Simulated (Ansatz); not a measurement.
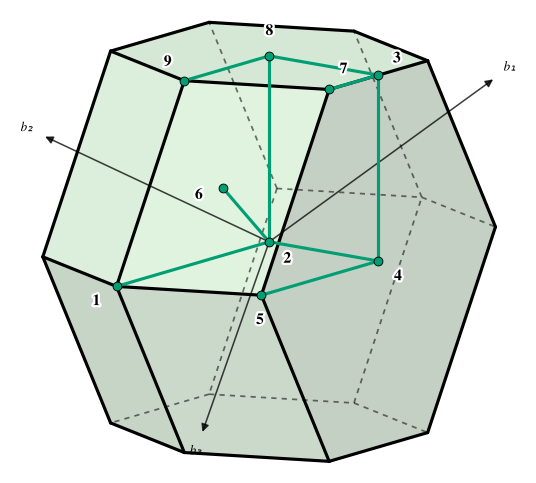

The first Brillouin zone of a face-centred orthorhombic lattice (oF; extended symbol oF1) is drawn with its special points numbered. Crystal: BN, the end point of a relaxation at fixed volume with DFT PBE+D3(BJ), scalar-relativistic, plane waves, PAW (Ansatz). Geometry calculated from the standardised cell; symmetry tolerance 0.002 Å.

a = 2.496 Å, b = 5.946 Å, c = 4.308 Å, α = 90.00°, β = 90.00°, γ = 90.00°.

Labels and path follow the convention of Hinuma et al. (2017), as computed by seekpath; the arrows show the directions of the reciprocal primitive vectors b₁, b₂, b₃, in which coordinates are given.

Q: Which special point is each number?

A:
```csv
no.,label,coordinates
1,Σ₀,"(0, 0.378, 0.378)"
2,Γ,"(0, 0, 0)"
3,T,"(1, 1/2, 1/2)"
4,Y,"(1/2, 0, 1/2)"
5,C₀,"(1/2, 0.290, 0.790)"
6,L,"(1/2, 1/2, 1/2)"
7,U₀,"(1, 0.622, 0.622)"
8,Z,"(1/2, 1/2, 0)"
9,A₀,"(1/2, 0.710, 0.210)"
```
